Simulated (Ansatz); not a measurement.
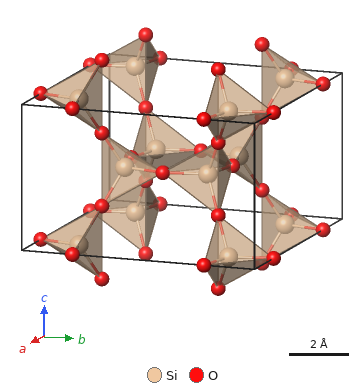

This is the input geometry for a relaxation of solid SiO2 (set up in I4/mmm). A polyhedral model of the conventional cell (2 times the calculation's cell), seen slightly off an axis. Lengths and directions refer to the drawn axes.

Case: relaxed at 25 GPa.

All numbers below come from DFT PBE, scalar-relativistic, plane waves, PAW in Ansatz 0.2.0.

Input file:
```yaml
crystal:
  lattice:
    - [-4.2349079174, 4.2349079174, 2.5451493276]
    - [4.2349079174, -4.2349079174, 2.5451493276]
    - [4.2349079174, 4.2349079174, -2.5451493276]
  atoms:
    - { symbol: Si, position: [0.1783495817, 0.1783495817, 0.3566991633] }
    - { symbol: Si, position: [0.8216504183, 0.1783495817, 0.0] }
    - { symbol: Si, position: [0.1783495817, 0.8216504183, 0.0] }
    - { symbol: Si, position: [0.8216504183, 0.8216504183, 0.6433008367] }
    - { symbol: O, position: [0.5, 0.5, 0.5] }
    - { symbol: O, position: [0.0, 0.5, 0.0] }
    - { symbol: O, position: [0.5, 0.0, 0.0] }
    - { symbol: O, position: [0.0, 0.0, 0.5] }
    - { symbol: O, position: [0.0, 0.2174675227, 0.2174675227] }
    - { symbol: O, position: [0.7825324773, 0.0, 0.7825324773] }
    - { symbol: O, position: [0.2174675227, 0.0, 0.2174675227] }
    - { symbol: O, position: [0.0, 0.7825324773, 0.7825324773] }
basis:
  ecutwfc: 420
kpoints:
  mp_grid: { grid: [6, 6, 6] }
hamiltonian:
  xc: pbe
scf:
  occupations: { method: gaussian, width: 0.02 }
output:
  forces: true
  stress: true
  eigenvalues: true
relax:
  adjacent_minimum: "off"
  f_tol: 0.008
  max_steps: 50
  cell: { stress_tol: 0.08, p_target: 25.0 }
```

Run as
```bash
ansatz run input.yaml --threads 2 --pin off --max-ram 5120MiB --backend cpu --events-out ev --progress --plain --runs-dir out
```

Question: Predict the outcome.

Answer: The largest moves relative to the cell, 0.12 Å, are those of O9, O10, O11 and O12. O11 goes along +b. Largest moves by element: O 0.12 Å, Si 0.04 Å. The drawn cell changes as follows: a = b 8.470 → 8.269 Å (−2.4 %), c 5.090 → 5.294 Å (+4.0 %); the volume changes by −0.9 %. Near-neighbour distances that change, for instance: Si1–O11 1.546 → 1.559 Å, Si1–O5 1.535 → 1.544 Å. Among the angles between lasting bonds that change: O5–Si4–O8 112.0° → 117.9°, O10–Si4–O12 114.7° → 120.5°, Si2–O10–Si4 155.3° → 149.5°. The space group stays I4/mmm (No. 139). The energy rises by 91.3 meV per cell of the calculation in 6 accepted moves (8 points after the start). With the target pressure of 25 GPa, the enthalpy E + pV changes by −0.159 eV per cell of the calculation. The largest force component goes from 0.64 to 0.00041 eV/Å. The pressure goes from 27.92 to 24.99 GPa. The SCF was repeated twice at an unchanged geometry on a basis and grid sized afresh for the cell, which shifted the energy by 5.1 meV per cell of the calculation at most. Cost: 61 s on 2 threads of Intel(R) Xeon(R) CPU @ 2.60GHz (Ice Lake) (shared host), peak memory 0.61 GiB.

After the run, drawn alike:

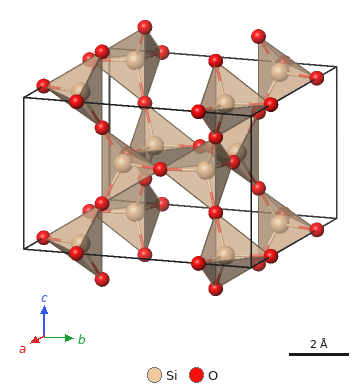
